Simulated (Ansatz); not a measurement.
Run report: GaAs, single-point calculation (part 2 of 2)

Continued. System: GaAs (32 atoms in the cell). Method: DFT, LDA, plane waves, PAW, no spin polarisation (Ansatz 0.2.0); cutoff 420 eV, 3×3×3 k-mesh, Gaussian smearing of 0.02 eV. The structure derives from a Materials Project entry. It belongs to a series of runs on one base structure; here: the perfect crystal in a cell of 32 atoms. The settings are looser than a standard set-up, so the numbers are not reference values.

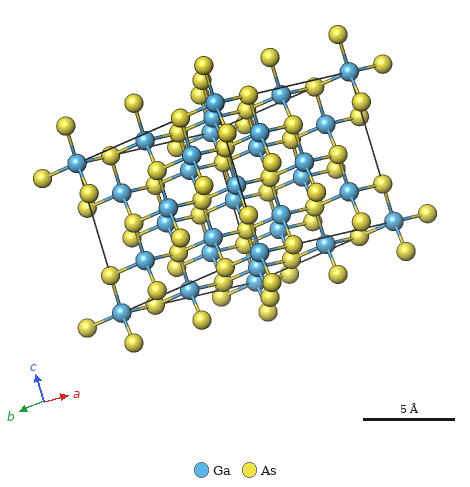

**Figure 1.** The structure (ball-and-stick view of the cell of the calculation, seen at an oblique angle; bonded neighbours outside the cell are drawn too).

### Output, continued
```
  k-point 1: bands = ["-27.0892", "-27.0892", "-27.0890", "-27.0885", "-27.0885", "-27.0884", "-27.0883", "-27.0883", "-27.0883", "-27.0883", "-27.0883", "-27.0883", "-27.0883", "-27.0882", "-27.0880", "-27.0880", "-27.0880", "-27.0880", "-27.0879", "-27.0878", "-27.0876", "-27.0876", "-27.0876", "-27.0876", "-27.0876", "-27.0876", "-27.0876", "-27.0876", "-27.0875", "-27.0875", "-27.0875", "-27.0875", "-27.0874", "-27.0874", "-27.0873", "-27.0871", "-27.0871", "-27.0871", "-27.0871", "-27.0870",
      "-27.0870", "-27.0869", "-27.0867", "-27.0867", "-27.0867", "-27.0866", "-27.0866", "-27.0866", "-27.0778", "-27.0778", "-27.0778", "-27.0775", "-27.0775", "-27.0774", "-27.0774", "-27.0774", "-27.0774", "-27.0774", "-27.0774", "-27.0774", "-27.0773", "-27.0773", "-27.0773", "-27.0773", "-27.0773", "-27.0772", "-27.0770", "-27.0770", "-27.0770", "-27.0770", "-27.0770", "-27.0770", "-27.0770", "-27.0770", "-27.0768", "-27.0768", "-27.0768", "-27.0764", "-27.0764", "-27.0764",
      "-6.8266", "-6.8237", "-6.8237", "-6.8136", "-6.8062", "-6.8062", "-6.8062", "-6.8062", "-6.8051", "-6.8051", "-6.7878", "-6.7878", "-6.7878", "-6.7878", "-6.7659", "-6.7292", "-6.7069", "-6.7045", "-6.6967", "-6.6932", "-6.6897", "-6.6897", "-6.6897", "-6.6897", "-6.6866", "-6.6866", "-6.6866", "-6.6866", "-6.6839", "-6.6839", "-6.6839", "-6.6839", "-6.6810", "-6.6810", "-6.6781", "-6.6765", "-6.6765", "-6.6765", "-6.6765", "-6.6738",
      "-6.6738", "-6.6699", "-6.6661", "-6.6652", "-6.6652", "-6.6628", "-6.6628", "-6.6603", "-6.6484", "-6.6484", "-6.6471", "-6.6375", "-6.6375", "-6.6351", "-6.6306", "-6.6306", "-6.6306", "-6.6306", "-6.6304", "-6.6304", "-6.6304", "-6.6304", "-6.6292", "-6.6272", "-6.6252", "-6.6240", "-6.6233", "-6.6233", "-6.6233", "-6.6233", "-6.6228", "-6.6215", "-6.6215", "-6.6215", "-6.6215", "-6.6198", "-6.6198", "-6.6159", "-6.6150", "-6.6150",
      "-4.5156", "-3.8920", "-3.3573", "-3.3573", "-3.3573", "-3.3573", "-2.8584", "-2.8584", "-2.6209", "-2.6209", "-2.6209", "-2.6209", "-2.4213", "-2.4213", "-2.3275", "-2.1181", "1.3292", "1.6158", "1.6944", "1.6944", "1.7191", "1.7191", "1.7191", "1.7191", "2.2947", "2.2947", "2.7039", "2.7039", "2.7039", "2.7039", "4.0182", "4.1014", "4.6282", "4.7788", "4.7788", "4.7788", "4.7788", "4.8916", "4.8916", "5.2614",
      "5.2614", "5.4586", "5.4586", "5.6564", "5.8758", "5.8758", "5.8758", "5.8758", "6.0475", "6.1002", "6.1002", "6.1284", "6.2063", "6.3805", "6.3805", "6.3805", "6.3805", "6.9838", "6.9838", "6.9838", "6.9838", "7.5176", "7.6904", "8.1182", "9.8440", "10.0895", "10.0895", "10.1187", "10.3749", "10.6034", "10.6034", "10.7116", "10.7116", "10.7116", "10.7116", "10.8132", "11.0915", "11.0915", "11.0915", "11.0915",
      "11.3605", "11.6357", "11.6357", "12.0109", "12.0602", "12.0602", "12.1494", "12.3927", "12.3927", "12.3927", "12.3927", "12.6299", "12.6299", "12.6299", "12.6299", "12.6847", "12.8018", "12.9159", "13.2615", "13.2615"]
  k-point 2: bands = ["-27.0888", "-27.0888", "-27.0888", "-27.0885", "-27.0885", "-27.0885", "-27.0885", "-27.0885", "-27.0885", "-27.0885", "-27.0885", "-27.0885", "-27.0883", "-27.0883", "-27.0883", "-27.0882", "-27.0880", "-27.0880", "-27.0880", "-27.0879", "-27.0879", "-27.0879", "-27.0877", "-27.0877", "-27.0875", "-27.0875", "-27.0875", "-27.0872", "-27.0872", "-27.0872", "-27.0872", "-27.0872", "-27.0872", "-27.0872", "-27.0872", "-27.0872", "-27.0871", "-27.0871", "-27.0871", "-27.0870",
      "-27.0870", "-27.0870", "-27.0867", "-27.0867", "-27.0867", "-27.0867", "-27.0867", "-27.0867", "-27.0777", "-27.0777", "-27.0777", "-27.0776", "-27.0776", "-27.0776", "-27.0776", "-27.0776", "-27.0776", "-27.0774", "-27.0774", "-27.0774", "-27.0773", "-27.0773", "-27.0773", "-27.0772", "-27.0772", "-27.0772", "-27.0772", "-27.0772", "-27.0769", "-27.0769", "-27.0769", "-27.0767", "-27.0767", "-27.0767", "-27.0767", "-27.0767", "-27.0767", "-27.0767", "-27.0767", "-27.0767",
      "-6.8161", "-6.8161", "-6.8161", "-6.8161", "-6.8161", "-6.8161", "-6.8060", "-6.8060", "-6.8060", "-6.8037", "-6.8037", "-6.8037", "-6.7799", "-6.7569", "-6.7569", "-6.7569", "-6.6987", "-6.6987", "-6.6987", "-6.6967", "-6.6967", "-6.6967", "-6.6935", "-6.6935", "-6.6853", "-6.6853", "-6.6853", "-6.6807", "-6.6807", "-6.6807", "-6.6772", "-6.6772", "-6.6772", "-6.6762", "-6.6762", "-6.6762", "-6.6762", "-6.6762", "-6.6762", "-6.6737",
      "-6.6737", "-6.6737", "-6.6674", "-6.6674", "-6.6674", "-6.6674", "-6.6674", "-6.6674", "-6.6412", "-6.6412", "-6.6412", "-6.6391", "-6.6391", "-6.6391", "-6.6391", "-6.6391", "-6.6391", "-6.6302", "-6.6302", "-6.6302", "-6.6295", "-6.6295", "-6.6295", "-6.6243", "-6.6243", "-6.6234", "-6.6234", "-6.6234", "-6.6205", "-6.6205", "-6.6205", "-6.6196", "-6.6196", "-6.6196", "-6.6196", "-6.6196", "-6.6196", "-6.6174", "-6.6174", "-6.6174",
      "-4.0925", "-4.0925", "-4.0925", "-3.5471", "-2.9916", "-2.9916", "-2.9916", "-2.7648", "-2.7648", "-2.7648", "-2.3508", "-2.3508", "-2.3508", "-2.3508", "-2.3508", "-2.3508", "1.6101", "1.6101", "1.6101", "1.6101", "1.6101", "1.6101", "1.6693", "1.6693", "1.6693", "2.4451", "2.4451", "2.4451", "2.7085", "4.3981", "4.3981", "4.3981", "4.5124", "4.5124", "4.5124", "4.5124", "4.5124", "4.5124", "5.4097", "5.4097",
      "5.4097", "5.4937", "5.4937", "5.4937", "5.7634", "5.7634", "5.7634", "5.7634", "5.7634", "5.7634", "6.0935", "6.0935", "6.0935", "6.5344", "6.5344", "6.5344", "7.2357", "7.2357", "7.2357", "7.2748", "7.2748", "7.3004", "7.3004", "7.3004", "9.3838", "10.2982", "10.2982", "10.2982", "10.3484", "10.3484", "10.3484", "10.5065", "10.5065", "10.5065", "10.6831", "10.6831", "10.6831", "10.6831", "10.6831", "10.6831",
      "11.8673", "11.8673", "11.8673", "12.0424", "12.0424", "12.0424", "12.6608", "12.6608", "12.6608", "12.9145", "12.9145", "12.9240", "12.9240", "12.9240", "12.9240", "12.9240", "12.9240", "13.3165", "13.3165", "13.3165"]
  k-point 3: bands = ["-27.0892", "-27.0888", "-27.0888", "-27.0888", "-27.0888", "-27.0887", "-27.0887", "-27.0887", "-27.0881", "-27.0881", "-27.0881", "-27.0881", "-27.0881", "-27.0881", "-27.0881", "-27.0881", "-27.0879", "-27.0879", "-27.0877", "-27.0877", "-27.0877", "-27.0877", "-27.0875", "-27.0875", "-27.0875", "-27.0875", "-27.0875", "-27.0875", "-27.0875", "-27.0875", "-27.0875", "-27.0875", "-27.0875", "-27.0875", "-27.0875", "-27.0875", "-27.0875", "-27.0875", "-27.0871", "-27.0871",
      "-27.0869", "-27.0869", "-27.0866", "-27.0866", "-27.0866", "-27.0866", "-27.0864", "-27.0864", "-27.0778", "-27.0777", "-27.0777", "-27.0776", "-27.0776", "-27.0776", "-27.0776", "-27.0775", "-27.0775", "-27.0775", "-27.0775", "-27.0775", "-27.0771", "-27.0771", "-27.0771", "-27.0771", "-27.0771", "-27.0771", "-27.0771", "-27.0771", "-27.0771", "-27.0769", "-27.0769", "-27.0769", "-27.0769", "-27.0768", "-27.0768", "-27.0768", "-27.0768", "-27.0766", "-27.0766", "-27.0766",
      "-6.8227", "-6.8227", "-6.8158", "-6.8158", "-6.8158", "-6.8158", "-6.8083", "-6.7984", "-6.7984", "-6.7984", "-6.7984", "-6.7817", "-6.7817", "-6.7817", "-6.7817", "-6.7493", "-6.6977", "-6.6977", "-6.6887", "-6.6887", "-6.6887", "-6.6887", "-6.6882", "-6.6882", "-6.6882", "-6.6882", "-6.6868", "-6.6868", "-6.6868", "-6.6868", "-6.6850", "-6.6850", "-6.6850", "-6.6850", "-6.6786", "-6.6786", "-6.6786", "-6.6786", "-6.6714", "-6.6714",
      "-6.6709", "-6.6709", "-6.6656", "-6.6656", "-6.6656", "-6.6656", "-6.6623", "-6.6623", "-6.6466", "-6.6421", "-6.6421", "-6.6370", "-6.6370", "-6.6370", "-6.6370", "-6.6363", "-6.6363", "-6.6363", "-6.6363", "-6.6318", "-6.6233", "-6.6233", "-6.6233", "-6.6233", "-6.6228", "-6.6228", "-6.6228", "-6.6228", "-6.6226", "-6.6226", "-6.6226", "-6.6226", "-6.6226", "-6.6198", "-6.6198", "-6.6198", "-6.6198", "-6.6188", "-6.6188", "-6.6160",
      "-4.2969", "-3.6870", "-3.6870", "-3.6870", "-3.6870", "-3.1233", "-2.9345", "-2.9345", "-2.9345", "-2.9345", "-2.2168", "-2.2168", "-2.2168", "-2.2168", "-2.0820", "-2.0820", "1.3827", "1.3827", "1.5624", "1.5624", "1.5624", "1.5624", "1.6042", "1.6042", "1.6042", "1.6042", "2.7591", "3.7484", "3.7484", "3.7484", "3.7484", "4.2926", "4.2926", "4.2926", "4.2926", "4.7556", "4.7556", "4.8967", "4.8967", "5.3793",
      "5.3793", "5.3793", "5.3793", "5.4666", "5.9253", "5.9253", "6.0902", "6.0902", "6.0902", "6.0902", "6.3571", "6.3571", "6.3571", "6.3571", "6.6981", "6.6981", "6.6981", "6.6981", "7.0317", "7.0317", "7.0317", "7.0317", "7.1795", "7.1795", "9.6801", "9.8208", "9.8208", "9.8208", "9.8208", "10.6983", "10.7069", "10.7069", "10.7069", "10.7069", "10.7830", "11.3210", "11.4174", "11.4174", "11.6013", "11.6013",
      "11.6013", "11.6013", "11.6510", "11.6510", "11.9898", "11.9898", "11.9898", "11.9898", "12.7304", "12.7304", "12.7304", "12.7304", "13.0459", "13.0459", "13.0459", "13.0459", "13.3007", "13.3007", "13.3007", "13.3007"]
```
